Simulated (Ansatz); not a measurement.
## ZnSe: Wannier-function calculation (part 2 of 2)

The same run, continued: ZnSe (4 atoms in the cell); maximally localised Wannier functions of PBE bands, plane waves, PAW, no spin polarisation (Ansatz 0.2.0); cutoff 420 eV, 6×6×4 k-mesh, Fermi–Dirac smearing of 0.02 eV. The structure was built on a prototype by a generator. The geometry comes from this level: r2SCAN. It belongs to a series of runs on one base structure; here: metal d and anion p.

Geometry of the input (Å; fractional positions):
```
3.7797  0.0000  0.0000
-1.8898  3.2733  0.0000
0.0000  0.0000  6.1319
Zn 0.0000  0.0000  0.0000
Zn 0.0000  0.0000  0.5000
Se 0.3333  0.6667  0.2500
Se 0.6667  0.3333  0.7500
```

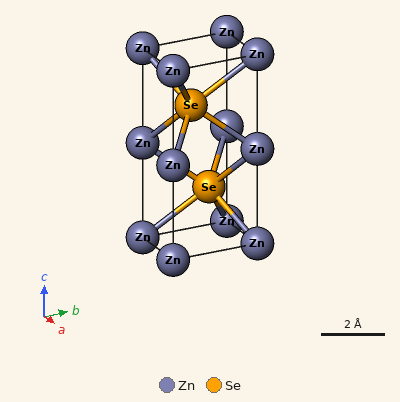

**Figure 1.** The input geometry (ball-and-stick view of the cell of the calculation, seen slightly off an axis).

**File v_z.tsv, continued**
```
2.043966	6.813177e0	-3.459696e0
2.180230	6.805951e0	-3.242090e0
2.316495	6.720870e0	-3.203966e0
2.452759	6.520818e0	-3.450635e0
2.589023	5.988668e0	-4.193093e0
2.725288	5.229772e0	-5.198777e0
2.861552	4.569907e0	-6.054533e0
2.997817	4.199566e0	-6.527683e0
3.134081	4.199566e0	-6.527683e0
3.270345	4.569907e0	-6.054533e0
3.406610	5.229772e0	-5.198777e0
3.542874	5.988668e0	-4.193093e0
3.679138	6.520818e0	-3.450635e0
3.815403	6.720870e0	-3.203966e0
3.951667	6.805951e0	-3.242090e0
4.087932	6.813177e0	-3.459696e0
4.224196	6.799263e0	-3.770466e0
4.360460	6.847679e0	-4.012243e0
4.496725	6.888439e0	-4.155809e0
4.632989	6.896996e0	-4.185089e0
4.769254	6.871950e0	-4.097334e0
4.905518	6.819478e0	-3.903374e0
5.041782	6.798687e0	-3.616645e0
5.178047	6.821371e0	-3.328367e0
5.314311	6.769385e0	-3.200966e0
5.450575	6.649704e0	-3.273430e0
5.586840	6.301155e0	-3.762210e0
5.723104	5.615803e0	-4.692095e0
5.859369	4.871830e0	-5.664161e0
5.995633	4.341769e0	-6.347204e0
```

**File wannier.spreads.toml**
```
omega_i_ang2 = 20.209233066807542
omega_d_ang2 = 0.08137437926013748
omega_od_ang2 = 1.1113528522646943
omega_total_ang2 = 21.401960298332373
least_projectability = 0.6778523951795407
b_vectors_match_mmn = true
n_iter = 79
converged = true
rejected_fitted_steps = 1

[[wannier]]
r = [0.00003672757705379039, -0.0000002166986357484069, -0.0000011834044529610654]
spread = 0.33471142158765615

[[wannier]]
r = [0.00003679506068832758, -0.00000018216898468986653, 3.0659494566629935]
spread = 0.3347168573797834

[[wannier]]
r = [-0.00002195192597567825, 0.00005599738585792857, 3.065955141291378]
spread = 0.35094732389263505

[[wannier]]
r = [-0.000020589873376658364, 0.00005605061768208847, -0.000006246946822663117]
spread = 0.3510574672223488

[[wannier]]
r = [-0.000022353136918818247, -0.00005575732006410315, 3.0659411332382875]
spread = 0.35113379729503436

[[wannier]]
r = [-0.000023238908137786352, -0.00005561087078525124, 0.000008243422869352689]
spread = 0.3513207956324899

[[wannier]]
r = [0.000041502509934055394, -0.00000036212064045162913, -0.0000009595658762556726]
spread = 0.4358963737613384

[[wannier]]
r = [0.000041742081688796055, -0.00000007900399022315447, 3.0659491326139725]
spread = 0.43605590563366015

[[wannier]]
r = [0.000031762351250470386, 0.000000093237315898545, 0.00000015754936477004165]
spread = 0.43733230354508246

[[wannier]]
r = [0.000031928989108011116, -0.00000005675918239618861, 3.065948653576375]
spread = 0.4374653152071044

[[wannier]]
r = [0.11703286293009643, 2.0613281744513023, 1.5329743816385313]
spread = 2.7894331119780595

[[wannier]]
r = [2.0067569633524855, 1.2120765619807847, 4.598923025965984]
spread = 2.789435016999704

[[wannier]]
r = [1.7675488833840862, 0.970184562406053, 4.598923038999287]
spread = 2.790845904306366

[[wannier]]
r = [-0.12239697793280672, 2.3030005339972828, 1.5329743843358885]
spread = 2.7908475231598926

[[wannier]]
r = [0.00008186296702162054, 2.1821919950424595, 1.5329743345632527]
spread = 3.2103805678530986

[[wannier]]
r = [1.8899168446884733, 1.0910979053776964, 4.598923084778657]
spread = 3.210380612876591

[[curvature_check]]
after_line_search = 11
omega_tilde_before_ang2 = 1.1928352465039713
krylov_steps = 60
lowest_ritz_value_ang2 = -3.4959161638753765e-6
residual_ang2 = 4.485414630198576e-19
settled = true
first_negative_step = 7
curvature_along_ang2 = -3.500263874970438e-6
angle_rad = 0.29901546345218166
omega_tilde_after_ang2 = 1.1928350373194805
outcome = "escaped"

[[curvature_check]]
after_line_search = 29
omega_tilde_before_ang2 = 1.1928335958928595
krylov_steps = 57
lowest_ritz_value_ang2 = -0.000830378779574939
residual_ang2 = 4.366270441857709e-15
settled = true
first_negative_step = 12
curvature_along_ang2 = -0.000830378779574939
angle_rad = 0.16347863278714844
omega_tilde_after_ang2 = 1.1928050016559248
outcome = "escaped"

[[curvature_check]]
after_line_search = 79
omega_tilde_before_ang2 = 1.1927272315248318
krylov_steps = 58
lowest_ritz_value_ang2 = -1.0864670486670793e-6
residual_ang2 = 1.0965987793003057e-14
settled = true
first_negative_step = 33
curvature_along_ang2 = -1.0864670486670787e-6
angle_rad = 0.0
omega_tilde_lowest_ang2 = 1.1927272315248318
outcome = "no-descent"
```

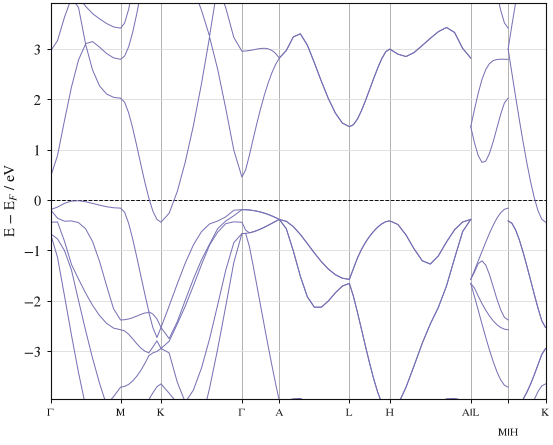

**Figure 2.** Band structure along Γ–M–K–Γ–A–L–H–A|L–M|H–K, with energies from the Fermi level. Bands cross the Fermi level: a metal at this level of theory.

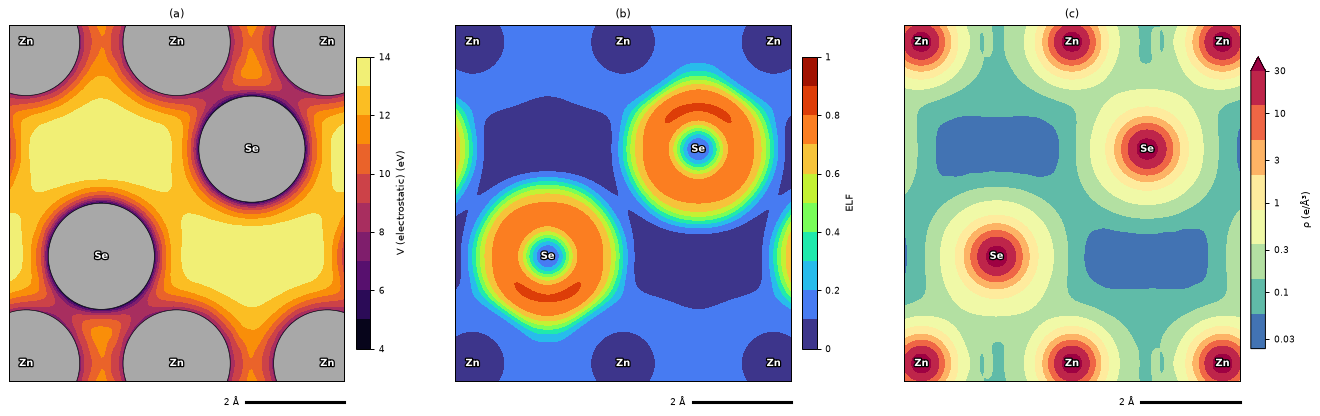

**Figure 3.** (a) electrostatic potential energy of an electron; (b) ELF; (c) valence electron density on the (110) plane of the conventional cell. Grey discs, where drawn, cover atomic cores. The plane passes through Zn and Se nuclei. Zn–Se (2.67 Å): ρ at the midpoint is about 0.31 e/Å³; the ELF peaks at about 0.80 in the valence shell of Se, 0.9 Å from its nucleus, and drops to about 0.15 between the two atoms. Away from the nuclei the density in this plane falls to 0.02 e/Å³ at its lowest. Outside the cores the potential energy rises away from the atoms and is highest about 2.2 Å from the nearest atoms; outside the discs it spans about 9 eV, and its zero is arbitrary. Core electrons are frozen (PAW), so the fields are smoothed inside the atomic spheres.

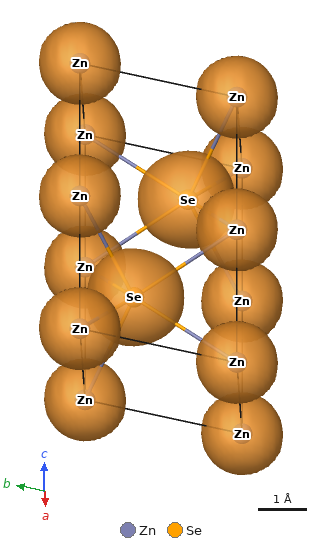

**Figure 4.** Isosurface of the valence pseudo-density at 0.5 e/Å³ (orange), seen at an oblique angle. Sticks mark near contacts. The outline is the cell set on symmetry axes. At this value the density breaks into separate islands; it holds about 80 % of the electrons treated as valence. It is pinched off along the Zn–Se (2.67 Å) contacts. On the grid the lowest density along these lines, outside the cores, is 0.28 e/Å³ (Zn–Se, 2.67 Å).

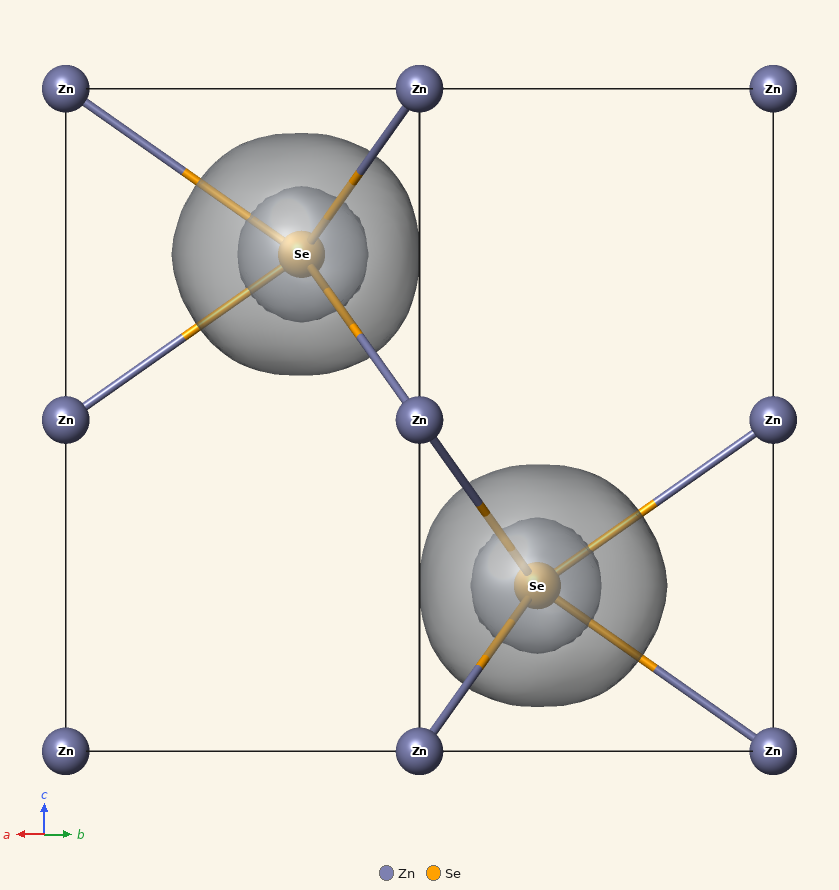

**Figure 5.** Isosurface of the electron localisation function at 0.7 (grey), seen along [110]. Core shells and regions of very low density are left out. Sticks mark near contacts. The outline is the cell set on symmetry axes. Profiles from the grid: Zn–Se (2.67 Å): the ELF peaks at about 0.80 in the valence shell of Se, 0.9 Å from its nucleus, and drops to about 0.15 between the two atoms.
